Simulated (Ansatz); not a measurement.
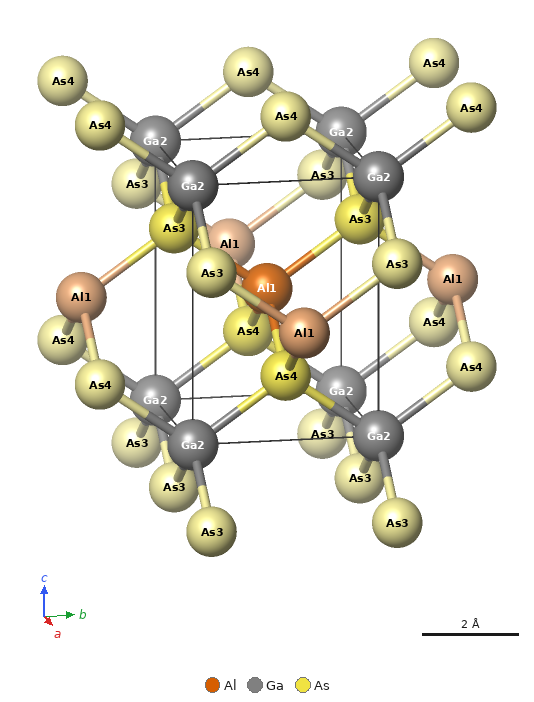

**Figure 1.** The structure of run A (ball-and-stick view of the cell of the calculation, seen slightly off an axis; neighbours outside the cell are drawn fainter; atoms are numbered from 1 in the order of the input).

# From AlGaAs2 to AlGaN2

System: AlGaAs2 (P-4m2, 4 atoms in the cell).
Method of run A: DFT LDA, scalar-relativistic, plane waves, PAW, no spin polarisation (Ansatz 0.2.0).
System of run B: AlGaN2 (P-4m2, 4 atoms in the cell).

On run A: The structure was made by swapping elements on the sites of another compound; it need not be a known phase. On run B: The structure derives from a Materials Project entry. Text and figures count atoms from 1; the logs count them from 0 in places.

## Input, run A
```yaml
crystal:
  lattice:
    - [3.976011734, 0.0, 0.0]
    - [0.0, 3.976011734, 0.0]
    - [0.0, 0.0, 5.6006318037]
  atoms:
    - { symbol: Al, position: [0.5, 0.5, 0.5] }
    - { symbol: Ga, position: [0.0, 0.0, 0.0] }
    - { symbol: As, position: [0.5, 0.0, 0.7501849741] }
    - { symbol: As, position: [0.0, 0.5, 0.2498150259] }
basis:
  ecutwfc: 420
kpoints:
  mp_grid: { grid: [8, 8, 6] }
hamiltonian:
  xc: lda
scf:
  occupations: { method: gaussian, width: 0.02 }
output:
  forces: true
  stress: true
  eigenvalues: true
relax:
  adjacent_minimum: "off"
  f_tol: 0.01
  max_steps: 60
  cell: { stress_tol: 0.1 }
```

Command:
```bash
ansatz run input.yaml --threads 1 --pin off --max-ram 2560MiB --backend cpu --events-out ev --progress --plain --runs-dir out
```

Hardware: 1 thread of Oxide Virtual Turin-like (Zen 5), 32 GiB of memory available, shared host.

## Output, shortened to warnings, some set-up lines, iterations and results (run A)
```
Basis set: ecut = 420 eV, 1723 PW (Γ)
Symmetry: 8 space group operations
k-points: 60 of 384 (time reversal used)
Initial density: superposition of atomic densities (neutral atoms: chi_scale 0, normalization atom), corrected by the library's trained network
[...]
SCF iter   1: F=—  HF=-13768.772703 eV  |F-HF|=—  |Δ(HF+E_count)|=         —  Δρ=4.59e-3  dr2=1.19e-2  ethr=1.77e-3  ⟨swp⟩=6.7  Hψ=7478  notcnv=0
SCF iter   2: F=—  HF=-13768.768388 eV  |F-HF|=—  |Δ(HF+E_count)|=   4.31e-3  Δρ=2.60e-3  dr2=3.35e-3  ethr=2.59e-5  ⟨swp⟩=2.1  Hψ=2618  notcnv=0  defer=60
SCF iter   3: F=—  HF=-13768.767954 eV  |F-HF|=—  |Δ(HF+E_count)|=   4.34e-4  Δρ=5.06e-4  dr2=2.29e-4  ethr=7.28e-6  ⟨swp⟩=2.0  Hψ=2006  notcnv=0  defer=60
SCF iter   4: F=—  HF=-13768.767896 eV  |F-HF|=—  |Δ(HF+E_count)|=   5.82e-5  Δρ=1.92e-4  dr2=3.61e-5  ethr=4.98e-7  ⟨swp⟩=3.0  Hψ=3050  notcnv=0  defer=60
SCF iter   5: F=—  HF=-13768.767875 eV  |F-HF|=—  |Δ(HF+E_count)|=   2.10e-5  Δρ=7.96e-5  dr2=5.41e-6  ethr=7.84e-8  ⟨swp⟩=2.0  Hψ=2369  notcnv=0  defer=60
[... 11 lines ...]
SCF iter   3: F=—  HF=-13768.767968 eV  |F-HF|=—  |Δ(HF+E_count)|=   6.59e-7  Δρ=1.23e-5  dr2=7.54e-9  ethr=6.11e-11  ⟨swp⟩=2.0  Hψ=1980  notcnv=0
SCF iter   4: F=—  HF=-13768.767968 eV  |F-HF|=—  |Δ(HF+E_count)|=   1.46e-7  Δρ=9.86e-7  dr2=3.14e-10  ethr=1.64e-11  ⟨swp⟩=2.0  Hψ=1980  notcnv=0
SCF iter   5: F=-13768.767968 eV  HF=-13768.767968 eV  |F-HF|=2.26e-10  |Δ(HF+E_count)|=  5.06e-10  Δρ=5.12e-7  dr2=3.50e-11  ethr=1.00e-12  ⟨swp⟩=4.0  Hψ=6070  notcnv=0
SCF 3 converged in 5 iterations: F = -13768.767968 eV  dr2 = 3.50e-11
relax step   3: F+E_penalty+E_count = -13768.76796822 eV  Δ(F+E_penalty+E_count) = -2.263e-5 eV  max|allowed force component| = 2.256e-3 eV/Å  Δτ_max = 0.0000 Å  P = +0.010 …
basis re-selected at this cell: Δ(F+E_penalty+E_count) = -2.263e-5 eV, ΔP = +0.000 GPa vs the last step (what re-selecting the basis moved, of the pressure what is left beyond the Pulay correction that the steps carried, after the strain that the cell walked since its last selection, with what the …
SCF converged after 5 iterations
Free energy (F): -13768.767968 eV
Harris-Foulkes:  -13768.767968 eV  (|F-HF|=2.26e-10)
Internal energy: -13768.767968 eV  (E = F + TS)
E sigma→0 (E₀):  -13768.767968 eV
Fermi energy:    7.765855 eV
--- Per-component energies (eV) ---
  E_band       = -592.562092
  E_kinetic    = 348.713492
  E_local      = -6295.832447  (includes V_loc(G=0)·N_el)
  E_nonlocal   = -892.419264
  E_hartree    = 3230.307161
  E_xc         = -266.862093
  E_vxc        = -248.143745  (∫ρ·V_xc dr)
  E_paw        = -5864.398026  (= ΣΔE_a)
  E_vpaw       = 34.505652  (= ΣTr[D̂ρ^β])
  E_aug_tail   = -0.000095  (compensation charges beyond the density's cutoff)
  E_ewald      = -4034.211353
  E_core_change = 5.934657  (= ΣΔE_core)
  E_smearing   = -0.000000  (= −TS)
  E_closure    = -0.000000  (closes the sum)
  Σ components = -13768.767968   (vs F -13768.767968, Δ=0.00e0)
--- Forces (eV/Å), atoms counted from 1 ---
  atom   1  Al    -0.00000000    -0.00000000     0.00000000
  atom   2  Ga    -0.00000000     0.00000000    -0.00000000
  atom   3  As     0.00000000    -0.00000000     0.00225642
  atom   4  As     0.00000000    -0.00000000    -0.00225642
  max |Σ_I F_I| component: 3.21e-17 eV/Å
--- Stress (GPa, compression-positive) ---
        0.011139      -0.000000      -0.000000
       -0.000000       0.011139       0.000000
       -0.000000       0.000000       0.006546
  P = ⅓ Tr σ = 0.0096 GPa (0.096 kbar)
--- Relaxed structure (2 steps of the walk, 2 accepted, 1 SCFs on fresh bases) ---
  F+E_penalty+E_count = -13768.76796822 eV   max|allowed force component| = 2.256e-3 eV/Å   (the final SCF, on the basis selected at the relaxed cell)
  cell:  # Å, volume = 88.6079 Å³
    - [3.9736706590751423, -3.4361651302200238e-34, -4.116068834762466e-19]
    - [-3.4361651302200238e-34, 3.9736706590751423, -3.4361651302200238e-34]
    - [-5.797916999353872e-19, -4.840200934647246e-34, 5.61162804846575]
  atoms:
    - { symbol: Al, position: [0.5, 0.5, 0.5000000000000001] }
[...]
```

The input of run B differs as follows (lines with − go, lines with + come):
```diff
-    - [3.976011734, 0.0, 0.0]
-    - [0.0, 3.976011734, 0.0]
-    - [0.0, 0.0, 5.6006318037]
+    - [3.1408770487, 0.0, 0.0]
+    - [0.0, 3.1408770487, 0.0]
+    - [0.0, 0.0, 4.42383794]
-    - { symbol: As, position: [0.5, 0.0, 0.7501849741] }
-    - { symbol: As, position: [0.0, 0.5, 0.2498150259] }
+    - { symbol: "N", position: [0.5, 0.0, 0.73826481] }
+    - { symbol: "N", position: [0.0, 0.5, 0.26173519] }
+  write_density: true
+  write_potential: true
+  elf: true
+  volumetric_format: npy
-  f_tol: 0.01
-  max_steps: 60
-  cell: { stress_tol: 0.1 }
+  f_tol: 0.005
+  max_steps: 80
+  cell: { stress_tol: 0.05 }
```

What does this change do to the results?

The total energies belong to different systems, so their difference says nothing on which is more stable or more accurate. The gap on the mesh goes from 1.02 to 3.05 eV. The volume per atom goes from 22.15 to 10.64 Å³. The SCF takes 43 iterations over all geometry steps against 15.

## Output, shortened to warnings, some set-up lines, iterations and results (run B)
```
Basis set: ecut = 420 eV, 855 PW (Γ)
Symmetry: 8 space group operations
k-points: 60 of 384 (time reversal used)
Initial density: superposition of atomic densities (neutral atoms: chi_scale 0, normalization atom), corrected by the library's trained network
[...]
SCF iter   1: F=—  HF=-4971.889880 eV  |F-HF|=—  |Δ(HF+E_count)|=         —  Δρ=1.14e-2  dr2=5.72e-2  ethr=1.77e-3  ⟨swp⟩=5.9  Hψ=5237  notcnv=0
SCF iter   2: F=—  HF=-4971.873767 eV  |F-HF|=—  |Δ(HF+E_count)|=   1.61e-2  Δρ=2.97e-3  dr2=2.51e-3  ethr=2.20e-4  ⟨swp⟩=2.8  Hψ=2107  notcnv=0
SCF iter   3: F=—  HF=-4971.872929 eV  |F-HF|=—  |Δ(HF+E_count)|=   8.38e-4  Δρ=1.12e-3  dr2=1.88e-4  ethr=9.65e-6  ⟨swp⟩=2.4  Hψ=1701  notcnv=0
SCF iter   4: F=—  HF=-4971.872873 eV  |F-HF|=—  |Δ(HF+E_count)|=   5.59e-5  Δρ=2.07e-4  dr2=1.88e-5  ethr=7.23e-7  ⟨swp⟩=2.7  Hψ=1772  notcnv=0
SCF iter   5: F=—  HF=-4971.872856 eV  |F-HF|=—  |Δ(HF+E_count)|=   1.66e-5  Δρ=3.38e-5  dr2=2.91e-7  ethr=7.24e-8  ⟨swp⟩=2.0  Hψ=1787  notcnv=0
[... 47 lines ...]
SCF iter   5: F=-4971.891800 eV  HF=-4971.891800 eV  |F-HF|=1.82e-12  |Δ(HF+E_count)|=    0.00e0  Δρ=1.74e-8  dr2=5.35e-14  ethr=1.00e-12  ⟨swp⟩=1.0  Hψ=1020  notcnv=0
SCF iter   6: F=-4971.891800 eV  HF=-4971.891800 eV  |F-HF|=9.09e-13  |Δ(HF+E_count)|=    0.00e0  Δρ=6.60e-9  dr2=8.00e-15  ethr=1.00e-12  ⟨swp⟩=1.0  Hψ=1020  notcnv=0
SCF iter   7: F=-4971.891800 eV  HF=-4971.891800 eV  |F-HF|=9.09e-13  |Δ(HF+E_count)|=    0.00e0  Δρ=2.14e-9  dr2=7.72e-16  ethr=1.00e-12  ⟨swp⟩=2.0  Hψ=3044  notcnv=0
SCF 7 converged in 7 iterations: F = -4971.891800 eV  dr2 = 7.72e-16
relax step   7: F+E_penalty+E_count = -4971.89180028 eV  Δ(F+E_penalty+E_count) = +1.113e-4 eV  max|allowed force component| = 6.050e-4 eV/Å  Δτ_max = 0.0000 Å  P = -0.006 …
basis re-selected at this cell: Δ(F+E_penalty+E_count) = +1.113e-4 eV, ΔP = -0.003 GPa vs the last step (what re-selecting the basis moved, of the pressure what is left beyond the Pulay correction that the steps carried, after the strain that the cell walked since its last selection, with what the …
SCF converged after 7 iterations
Free energy (F): -4971.891800 eV
Harris-Foulkes:  -4971.891800 eV  (|F-HF|=9.09e-13)
Internal energy: -4971.891800 eV  (E = F + TS)
E sigma→0 (E₀):  -4971.891800 eV
Fermi energy:    9.945069 eV
--- Per-component energies (eV) ---
  E_band       = 0.163136
  E_kinetic    = 407.515447
  E_local      = -2454.825036  (includes V_loc(G=0)·N_el)
  E_nonlocal   = 535.389575
  E_hartree    = 1110.072303
  E_xc         = -228.987649
  E_vxc        = -242.492353  (∫ρ·V_xc dr)
  E_paw        = -2597.132959  (= ΣΔE_a)
  E_vpaw       = -465.569163  (= ΣTr[D̂ρ^β])
  E_aug_tail   = 0.000062  (compensation charges beyond the density's cutoff)
  E_ewald      = -1745.867827
  E_core_change = 1.944285  (= ΣΔE_core)
  E_smearing   = -0.000000  (= −TS)
  E_closure    = 0.000000  (closes the sum)
  Σ components = -4971.891800   (vs F -4971.891800, Δ=0.00e0)
--- Forces (eV/Å), atoms counted from 1 ---
  atom   1  Al     0.00000000     0.00000000    -0.00000000
  atom   2  Ga     0.00000000     0.00000000    -0.00000000
  atom   3  N     -0.00000000    -0.00000000    -0.00060503
  atom   4  N     -0.00000000    -0.00000000     0.00060503
  max |Σ_I F_I| component: 1.32e-16 eV/Å
--- Stress (GPa, compression-positive) ---
       -0.005068       0.000000       0.000000
        0.000000      -0.005068       0.000000
        0.000000       0.000000      -0.009342
  P = ⅓ Tr σ = -0.0065 GPa (-0.065 kbar)
--- Relaxed structure (5 steps of the walk, 5 accepted, 2 SCFs on fresh bases) ---
  F+E_penalty+E_count = -4971.89180028 eV   max|allowed force component| = 6.050e-4 eV/Å   (the final SCF, on the basis selected at the relaxed cell)
  cell:  # Å, volume = 42.5500 Å³
    - [3.115286466922334, 0.0, 1.3745094023858745e-33]
    - [0.0, 3.115286466922334, 0.0]
    - [1.9359582527046398e-33, 0.0, 4.384330200767906]
  atoms:
    - { symbol: Al, position: [0.5, 0.5, 0.5] }
    - { symbol: Ga, position: [1.1018117917901848e-35, 0.0, -2.450818016370429e-20] }
    - { symbol: N, position: [0.5, 0.0, 0.7400513254113829] }
[...]
```

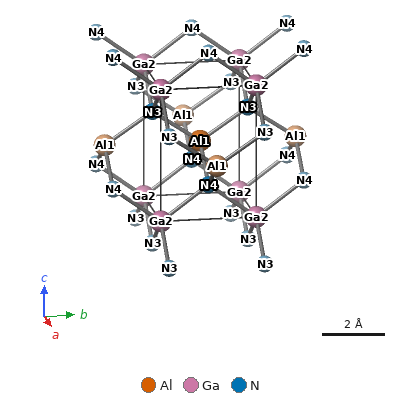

**Figure 2.** The input structure of run B (ball-and-stick view of the cell of the calculation, seen slightly off an axis; neighbours outside the cell are drawn fainter; atoms are numbered from 1 in the order of the input).

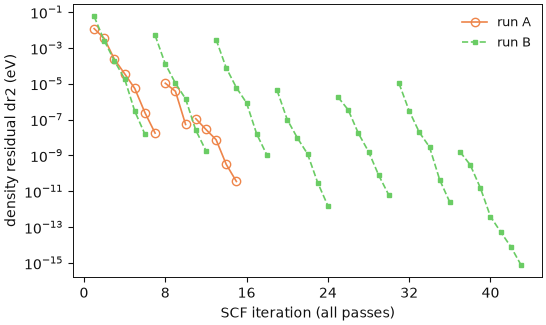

**Figure 3.** Convergence of the two runs: density residual dr2 against the SCF iteration. A break in a curve parts two SCF passes. Run A takes 15 iterations in all, and run B takes 43.

## The two runs side by side

| quantity | run A | run B |
| --- | --- | --- |
| outcome | converged | converged |
| free energy per atom (eV) | −3442.1920 | −1242.9730 |
| gap on the mesh (eV) | 1.02 | 3.05 |
| pressure (GPa) | 0.01 | −0.01 |
| volume per atom (Å³) | 22.15 | 10.64 |
| largest force (eV/Å) | 0.002 | 0.001 |
| SCF iterations | 15 | 43 |
| irreducible k-points | 60 | 60 |
| wall time (shared host) | 26 s | 28 s |
